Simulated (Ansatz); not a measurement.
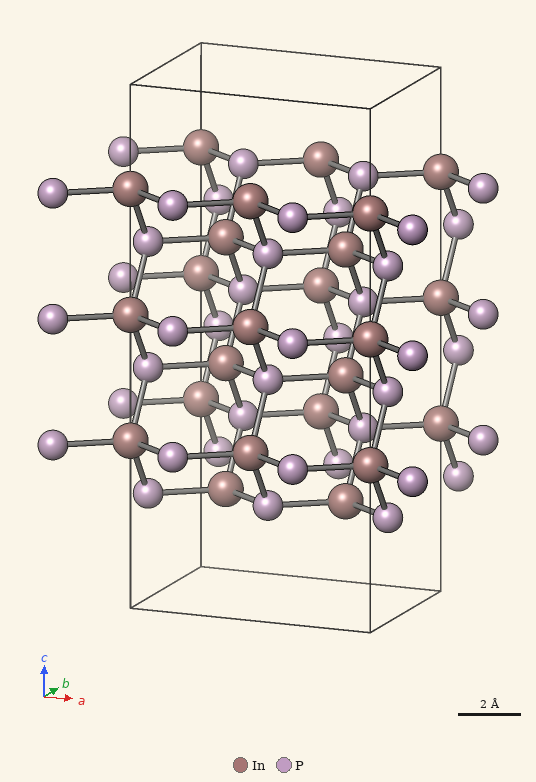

**Figure 1.** The structure as given in the input (ball-and-stick view of the 2 × 1 repeat of the cell, with the vacuum cut short, seen slightly off an axis; bonded neighbours outside the cell are drawn too). An atom can appear more than once, as a periodic image. Near neighbours in the periodic cell (some may lie outside the picture): In has 3 P at 2.58 Å; P has 3 In at 2.58 Å; In has 4 P at 2.58 Å; P has 4 In at 2.58 Å.

**Geometry relaxation of InP (part 1 of 3)**

The run: geometry relaxation of InP (slab, 12 atoms in the cell). Method and program: DFT PBE, scalar-relativistic, plane waves, PAW, no spin polarisation (Ansatz 0.2.0).

The structure derives from an entry of the Crystallography Open Database. It belongs to a series of runs on one base structure; here: (1 1 0) slab, atoms relaxed.

**What the program printed**
```
Engine: ansatz 0.2.0, x86_64-unknown-linux-gnu
Pseudopotentials: kind: paw
Pseudopotential: In, paw, valence charge 13, recommended cutoff 420 eV (normal), In.paw.azcp
Pseudopotential: P, paw, valence charge 5, recommended cutoff 420 eV (normal), P.paw.azcp
Functional definition: PBE
  parameter kappa = 0.804
  parameter beta = 0.06672455060314922
  exchange = pbe_x(kappa = kappa, mu = beta*pi^2/3)
  correlation = pbe_c(beta = beta)
Crystal: 12 atoms, lattice volume = 641.417 Å³
Basis set: ecut = 420 eV, 12445 PW (Γ), exchange–correlation on 60×80×360 points (8 copies of the dense FFT grid, shifted against one another)
Bands: 66, of which v1, the nominal top of the filled ones, is band 54 counted from 1 (53 counted from 0)
Symmetry: 2 space group operations
k-points: 20 of 48 (time reversal used)
Non-local potential: In, projectors of the file, l = 0: 2, l = 1: 2, l = 2: 2, l = 3: 2
Non-local potential: P, projectors of the file, l = 0: 2, l = 1: 2, l = 2: 2
PAW form: soft (Blöchl's): semilocal exchange-correlation on the pseudo side does not see the compensation charge
PAW one-centre angular grid: In, 590 points (default); XC on 64 Gauss nodes
PAW one-centre angular grid: P, 110 points (default); XC on 64 Gauss nodes
Initial density: superposition of atomic densities (neutral atoms: chi_scale 0, normalization atom), corrected by the library's trained network
Initial wavefunctions: pseudopotential atomic-orbital guess
Functional: x = pbe(κ = 0.804, μ = 0.2195149727645171), c = pbe(β = 0.06672455060314922)
SCF iter   1: F=—  HF=-38121.053086 eV  |F-HF|=—  |Δ(HF+E_count)|=         —  Δρ=1.75e-3  dr2=6.46e-2  ethr=1.77e-3  p=0.000 e·Å  D=1.83e-14 V/Å  ΔV_dip=-0.00 eV  dr2_dipole=1.22e-8  V_vac-E_F(+/−)=4.52/4.52 eV  ⟨swp⟩=8.8  Hψ=6022  notcnv=0  defer=35
efield: sawtooth ramp at fractional position 0.9800 (placed from the atoms, in the widest stretch of the axis that holds none; the zero of the levels goes with the place), width 0.0400; the density the first Hamiltonian is built on has a dipole p = 0.000 e·Å; the dipole correction subtracts the counter field D = 1.83e-14 V/Å, which shifts the + side's vacuum level by -0.00 eV against the − side's; the planar-averaged density in the ramp window peaks in size at 4.3e-6 e/Å³
preconditioner: auto → Resta (q_TF=auto, 2.027 Å⁻¹)  ε∞=2.4  [insulator: Δε(μ)=0.425 eV  Ē_g=12.765 eV  σ=0.050 eV  W_gap=1.00  n_scr=96 (ndim 8)  ℏωp=15.2 eV  f_vac=0.463  D(μ)=0.00/eV (n_scr^D=0)  ε∞_Penn≈2.4  vacuum switching on, ρ_ref=1.2e-2 e/Å³]
SCF iter   2: F=—  HF=-38121.049442 eV  |F-HF|=—  |Δ(HF+E_count)|=   3.64e-3  Δρ=1.02e-3  dr2=4.48e-2  ethr=5.98e-5  p=0.000 e·Å  D=1.84e-5 V/Å  ΔV_dip=-0.00 eV  dr2_dipole=1.45e-7  V_vac-E_F(+/−)=4.59/4.59 eV  ⟨swp⟩=3.0  Hψ=2789  notcnv=0  defer=112
SCF iter   3: F=—  HF=-38121.045357 eV  |F-HF|=—  |Δ(HF+E_count)|=   4.08e-3  Δρ=5.59e-4  dr2=4.96e-3  ethr=4.15e-5  p=-0.000 e·Å  D=-2.06e-5 V/Å  ΔV_dip=0.00 eV  dr2_dipole=2.40e-7  V_vac-E_F(+/−)=4.53/4.52 eV  ⟨swp⟩=2.0  Hψ=1526  notcnv=0  defer=112
SCF iter   4: F=—  HF=-38121.045669 eV  |F-HF|=—  |Δ(HF+E_count)|=   3.12e-4  Δρ=2.50e-4  dr2=7.63e-4  ethr=4.59e-6  p=0.000 e·Å  D=6.63e-5 V/Å  ΔV_dip=-0.00 eV  dr2_dipole=2.55e-6  V_vac-E_F(+/−)=4.53/4.54 eV  ⟨swp⟩=2.0  Hψ=1489  notcnv=0  defer=112
SCF iter   5: F=—  HF=-38121.045920 eV  |F-HF|=—  |Δ(HF+E_count)|=   2.50e-4  Δρ=8.16e-5  dr2=1.29e-4  ethr=7.07e-7  p=-0.001 e·Å  D=-2.67e-4 V/Å  ΔV_dip=0.01 eV  dr2_dipole=4.07e-5  V_vac-E_F(+/−)=4.53/4.53 eV  ⟨swp⟩=2.0  Hψ=1654  notcnv=0  defer=112
SCF iter   6: F=—  HF=-38121.046014 eV  |F-HF|=—  |Δ(HF+E_count)|=   9.44e-5  Δρ=6.51e-5  dr2=5.64e-4  ethr=1.19e-7  p=0.003 e·Å  D=8.99e-4 V/Å  ΔV_dip=-0.02 eV  dr2_dipole=4.58e-4  V_vac-E_F(+/−)=4.52/4.54 eV  ⟨swp⟩=2.9  Hψ=2401  notcnv=0  defer=112  recentre
SCF iter   7: F=—  HF=-38121.045962 eV  |F-HF|=—  |Δ(HF+E_count)|=   5.25e-5  Δρ=3.28e-5  dr2=1.34e-5  ethr=1.19e-7  p=-0.000 e·Å  D=-9.61e-5 V/Å  ΔV_dip=0.00 eV  dr2_dipole=5.32e-6  V_vac-E_F(+/−)=4.53/4.53 eV  ⟨swp⟩=2.0  Hψ=1453  notcnv=0  defer=112
SCF iter   8: F=-38121.045971 eV  HF=-38121.045971 eV  |F-HF|=7.92e-7  |Δ(HF+E_count)|=   8.91e-6  Δρ=8.33e-6  dr2=5.96e-7  ethr=9.26e-9  p=-0.000 e·Å  D=-4.63e-6 V/Å  ΔV_dip=0.00 eV  dr2_dipole=1.49e-8  V_vac-E_F(+/−)=4.53/4.53 eV  ⟨swp⟩=22.6  Hψ=13696  notcnv=0
SCF 1 converged in 8 iterations: F = -38121.045971 eV  dr2 = 5.96e-7
  Residual-converged pass: ⟨swp⟩=1.1  Hψ=1401  notcnv=0  max |occ|·‖R‖ = 7.0e-9 eV (tolerance 1.0e-8 eV)  dr2=5.96e-7  dr2_onsite=2.55e-8  max |Δocc| = 1.1e-18
  greatest PAW one-centre occupation: 0.982 electrons in one spin orbital (limit 2), on the In atom at site 0 (counted from 0), in its partial waves of l = 2
relax step   1: F+E_penalty+E_count = -38121.04597130 eV  Δ(F+E_penalty+E_count) = +0.000e0 eV  max|allowed force component| = 1.086e0 eV/Å  Δτ_max = 0.0000 Å  (8 SCF iters, dr2 threshold 1.00e-5 eV, accepted)
Initial density: handed on by an earlier stage of this run
Initial wavefunctions: those handed on with the density
iter 1 solved again at ethr=8.07e-5 eV; its pass at ethr=3.10e-3 eV (dr2=8.72e-2 eV) is discarded
SCF iter   1: F=—  HF=-38121.815875 eV  |F-HF|=—  |Δ(HF+E_count)|=         —  Δρ=4.39e-3  dr2=8.77e-2  ethr=8.07e-5  p=-0.000 e·Å  D=-4.63e-6 V/Å  ΔV_dip=0.00 eV  dr2_dipole=1.02e-8  V_vac-E_F(+/−)=4.47/4.47 eV  ⟨swp⟩=1.7  Hψ=5305  notcnv=0  defer=111
efield: sawtooth ramp at fractional position 0.9800 (handed on by an earlier solve), width 0.0400; the density the first Hamiltonian is built on has a dipole p = -0.000 e·Å; the dipole correction subtracts the counter field D = -4.63e-6 V/Å, which shifts the + side's vacuum level by +0.00 eV against the − side's; the planar-averaged density in the ramp window peaks in size at 2.0e-7 e/Å³
preconditioner: auto → Resta (q_TF=auto, 2.027 Å⁻¹)  ε∞=2.4  [insulator: Δε(μ)=0.751 eV  Ē_g=12.813 eV  σ=0.050 eV  W_gap=1.00  n_scr=96 (ndim 8)  ℏωp=15.2 eV  f_vac=0.470  D(μ)=0.00/eV (n_scr^D=0)  ε∞_Penn≈2.4  vacuum switching on, ρ_ref=1.2e-2 e/Å³]
SCF iter   2: F=—  HF=-38121.795411 eV  |F-HF|=—  |Δ(HF+E_count)|=   2.05e-2  Δρ=2.02e-3  dr2=1.86e-2  ethr=8.07e-5  p=0.000 e·Å  D=1.22e-5 V/Å  ΔV_dip=-0.00 eV  dr2_dipole=3.43e-8  V_vac-E_F(+/−)=4.57/4.57 eV  ⟨swp⟩=2.1  Hψ=2299  notcnv=0  defer=111
SCF iter   3: F=—  HF=-38121.792482 eV  |F-HF|=—  |Δ(HF+E_count)|=   2.93e-3  Δρ=3.91e-4  dr2=5.25e-3  ethr=1.72e-5  p=-0.000 e·Å  D=-6.33e-5 V/Å  ΔV_dip=0.00 eV  dr2_dipole=1.15e-6  V_vac-E_F(+/−)=4.62/4.62 eV  ⟨swp⟩=2.0  Hψ=2315  notcnv=0  defer=111
SCF iter   4: F=—  HF=-38121.792273 eV  |F-HF|=—  |Δ(HF+E_count)|=   2.09e-4  Δρ=1.93e-4  dr2=2.47e-3  ethr=4.86e-6  p=0.000 e·Å  D=1.01e-4 V/Å  ΔV_dip=-0.00 eV  dr2_dipole=2.75e-6  V_vac-E_F(+/−)=4.67/4.67 eV  ⟨swp⟩=2.0  Hψ=1519  notcnv=0  defer=111
SCF iter   5: F=—  HF=-38121.792059 eV  |F-HF|=—  |Δ(HF+E_count)|=   2.15e-4  Δρ=7.51e-5  dr2=1.81e-4  ethr=2.29e-6  p=-0.000 e·Å  D=-5.07e-5 V/Å  ΔV_dip=0.00 eV  dr2_dipole=7.85e-7  V_vac-E_F(+/−)=4.66/4.66 eV  ⟨swp⟩=2.0  Hψ=1403  notcnv=0  defer=111
SCF iter   6: F=-38121.792003 eV  HF=-38121.792058 eV  |F-HF|=5.49e-5  |Δ(HF+E_count)|=   5.30e-7  Δρ=3.09e-5  dr2=4.38e-5  ethr=6.82e-8  p=0.001 e·Å  D=2.69e-4 V/Å  ΔV_dip=-0.01 eV  dr2_dipole=1.94e-5  V_vac-E_F(+/−)=4.65/4.66 eV  ⟨swp⟩=21.9  Hψ=14921  notcnv=0
SCF 2 converged in 6 iterations: F = -38121.792003 eV  dr2 = 4.38e-5
  greatest PAW one-centre occupation: 0.982 electrons in one spin orbital (limit 2), on the In atom at site 10 (counted from 0), in its partial waves of l = 2
relax step   2: F+E_penalty+E_count = -38121.79200325 eV  Δ(F+E_penalty+E_count) = -7.460e-1 eV  max|allowed force component| = 7.597e-1 eV/Å  Δτ_max = 0.1948 Å  (6 SCF iters, dr2 threshold 7.37e-5 eV, accepted)
SCF iter   1: F=—  HF=-38122.153502 eV  |F-HF|=—  |Δ(HF+E_count)|=         —  Δρ=4.35e-3  dr2=7.92e-2  ethr=6.89e-4  p=0.001 e·Å  D=2.69e-4 V/Å  ΔV_dip=-0.01 eV  dr2_dipole=2.69e-5  V_vac-E_F(+/−)=4.55/4.56 eV  ⟨swp⟩=6.2  Hψ=4516  notcnv=0  defer=105
efield: sawtooth ramp at fractional position 0.9800 (handed on by an earlier solve), width 0.0400; the density the first Hamiltonian is built on has a dipole p = 0.001 e·Å; the dipole correction subtracts the counter field D = 2.69e-4 V/Å, which shifts the + side's vacuum level by -0.01 eV against the − side's; the planar-averaged density in the ramp window peaks in size at 1.4e-7 e/Å³
preconditioner: auto → Resta (q_TF=auto, 2.027 Å⁻¹)  ε∞=2.4  [insulator: Δε(μ)=0.927 eV  Ē_g=12.831 eV  σ=0.050 eV  W_gap=1.00  n_scr=96 (ndim 8)  ℏωp=15.2 eV  f_vac=0.475  D(μ)=0.00/eV (n_scr^D=0)  ε∞_Penn≈2.4  vacuum switching on, ρ_ref=1.2e-2 e/Å³]
SCF iter   2: F=—  HF=-38122.137249 eV  |F-HF|=—  |Δ(HF+E_count)|=   1.63e-2  Δρ=1.92e-3  dr2=2.43e-2  ethr=7.33e-5  p=-0.002 e·Å  D=-5.98e-4 V/Å  ΔV_dip=0.02 eV  dr2_dipole=6.01e-5  V_vac-E_F(+/−)=4.57/4.56 eV  ⟨swp⟩=2.0  Hψ=2710  notcnv=0  defer=108
SCF iter   3: F=—  HF=-38122.136285 eV  |F-HF|=—  |Δ(HF+E_count)|=   9.64e-4  Δρ=7.80e-4  dr2=2.03e-2  ethr=2.25e-5  p=0.005 e·Å  D=1.35e-3 V/Å  ΔV_dip=-0.03 eV  dr2_dipole=4.65e-4  V_vac-E_F(+/−)=4.70/4.73 eV  ⟨swp⟩=2.0  Hψ=1629  notcnv=0  defer=108
SCF iter   4: F=—  HF=-38122.134256 eV  |F-HF|=—  |Δ(HF+E_count)|=   2.03e-3  Δρ=2.30e-4  dr2=1.35e-3  ethr=1.88e-5  p=-0.004 e·Å  D=-1.24e-3 V/Å  ΔV_dip=0.03 eV  dr2_dipole=3.04e-4  V_vac-E_F(+/−)=4.69/4.66 eV  ⟨swp⟩=2.0  Hψ=1480  notcnv=0  defer=108
SCF iter   5: F=—  HF=-38122.134295 eV  |F-HF|=—  |Δ(HF+E_count)|=   3.95e-5  Δρ=1.14e-4  dr2=6.59e-4  ethr=1.25e-6  p=0.005 e·Å  D=1.32e-3 V/Å  ΔV_dip=-0.03 eV  dr2_dipole=4.61e-4  V_vac-E_F(+/−)=4.67/4.70 eV  ⟨swp⟩=2.9  Hψ=1511  notcnv=0  defer=108
SCF iter   6: F=-38122.134228 eV  HF=-38122.134219 eV  |F-HF|=9.06e-6  |Δ(HF+E_count)|=   7.67e-5  Δρ=6.67e-5  dr2=2.88e-5  ethr=3.34e-8  p=-0.001 e·Å  D=-1.89e-4 V/Å  ΔV_dip=0.00 eV  dr2_dipole=2.78e-6  V_vac-E_F(+/−)=4.69/4.69 eV  ⟨swp⟩=22.0  Hψ=16692  notcnv=0
SCF 3 converged in 6 iterations: F = -38122.134228 eV  dr2 = 2.88e-5
relax step   3: F+E_penalty+E_count = -38122.13422764 eV  Δ(F+E_penalty+E_count) = -3.422e-1 eV  max|allowed force component| = 3.054e-1 eV/Å  Δτ_max = 0.1949 Å  (6 SCF iters, dr2 threshold 3.61e-5 eV, accepted)
```
